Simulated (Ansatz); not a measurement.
**SrO: density, localisation and related maps**

```
Sr O
1.0
     2.56980    2.56980    0.00000
     2.56980   -2.56980    0.00000
     0.00000    0.00000   -5.13960
Sr O
2 2
Direct
  0.50000 0.50000 0.51459
  0.00000 0.00000 0.01459
  0.00000 0.00000 0.50000
  0.50000 0.50000 0.00000
```

Space group I4mm; changed on purpose from its base cell (all Sr atoms moved +0.075 Å, as atom 1 towards its neighbour atom 2 (O) at 2.570 A).

All numbers below come from Ansatz 0.2.0, DFT r2SCAN, scalar-relativistic, plane waves, PAW.

Core electrons are frozen (PAW), and the valence fields are smoothed inside the atomic spheres.

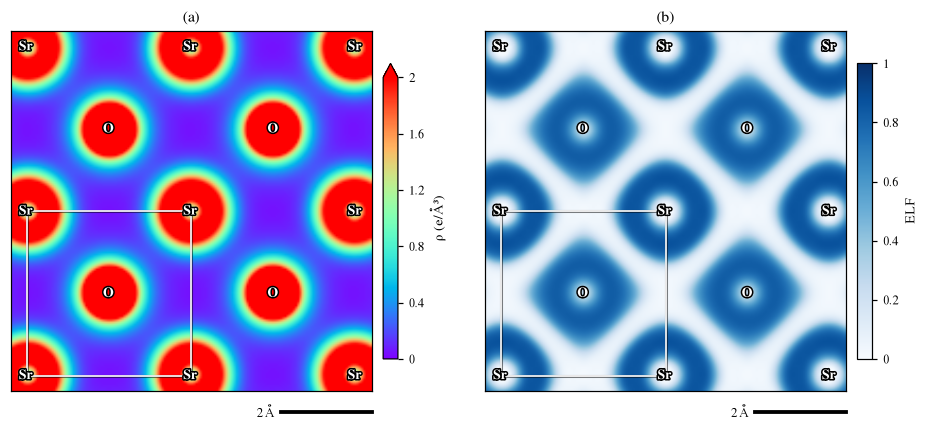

Figure 1. (a) valence electron density; (b) electron localisation function on the (001) plane of the conventional cell.

> Read the bonding off the picture.

The section cuts through Sr and O sites.
Sr–O (2.57 Å): the density is about 0.23 e/Å³ at the midpoint; the ELF is about 0.10 at the midpoint; a closed-shell, largely ionic contact.
Between the atoms the lowest density in this plane is 0.05 e/Å³.
The features right at Sr lie inside the PAW spheres, where the map follows smoothed inner orbitals and isn't to be read closely.

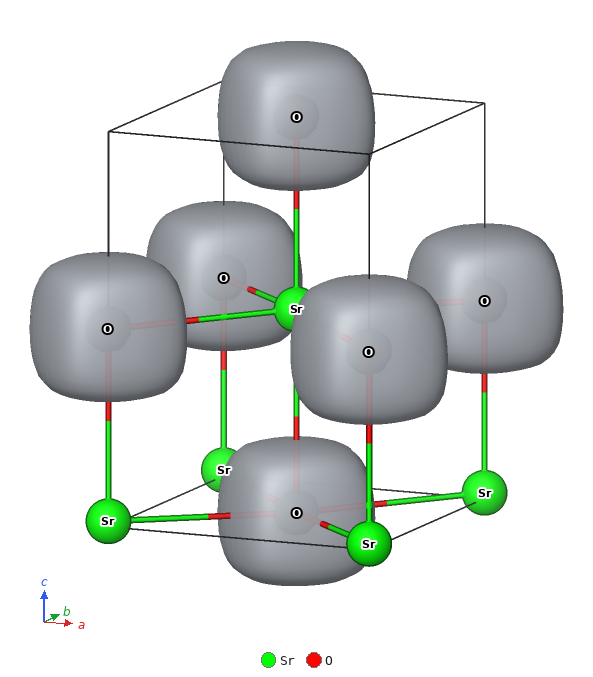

Figure 2. Isosurface of the electron localisation function at 0.6 (grey), seen slightly off an axis. Core shells and regions of very low density are left out. Sticks mark near contacts.

> Identify the bonds, lone pairs and shells in this picture.

The ELF exceeds this value in two regions wrapped around O (the valence shell of each), counted in one cell of 4 atoms. Regions shared between cells count once. Along the contacts the grid gives the following. Sr–O (2.49 Å): the ELF is about 0.10 at the midpoint; a largely ionic contact.

> Does the calculation make it a metal, or give it a gap?

It is gapped, with a Kohn–Sham gap of 3.8 eV on the k-point mesh (the band edges may lie off the mesh, which would make the gap smaller).
